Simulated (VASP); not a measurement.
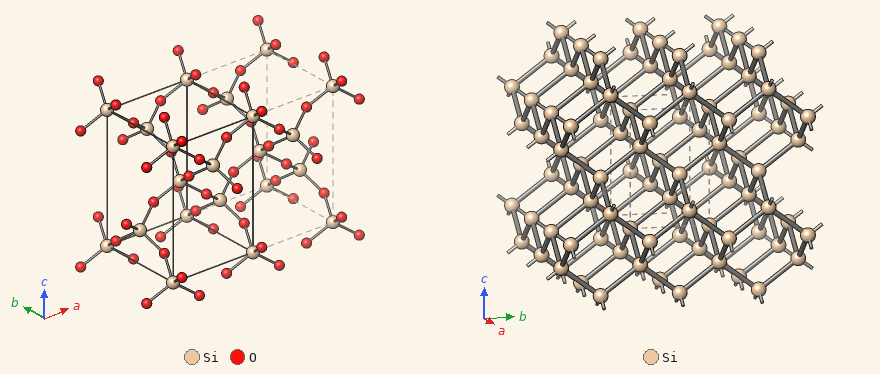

Left: the structure. Right: its underlying net. Nodes are coloured by element. Edges to nodes outside the piece are drawn as stubs.

The compound is SiO₂ (space group I-42d, No. 122), taken as a cell listed in the Materials Project, as set up for an electronic-structure calculation.

Bonds are taken as O–Si below 1.8 Å; no other contact counts. Simplification: prune 0- and 1-connected atoms, fold 2-connected ones into links.

The result is a uninodal 4-connected, three-periodic net: Si is a 4-connected node. O becomes part of the edges. It is the dia net, known from diamond, zinc blende and cristobalite. It is a single net, without interpenetration.

```tsv
node	links	point symbol	coordination sequence
Si	4	6⁶	4 12 24 42 64 92 124 162 204 252
```
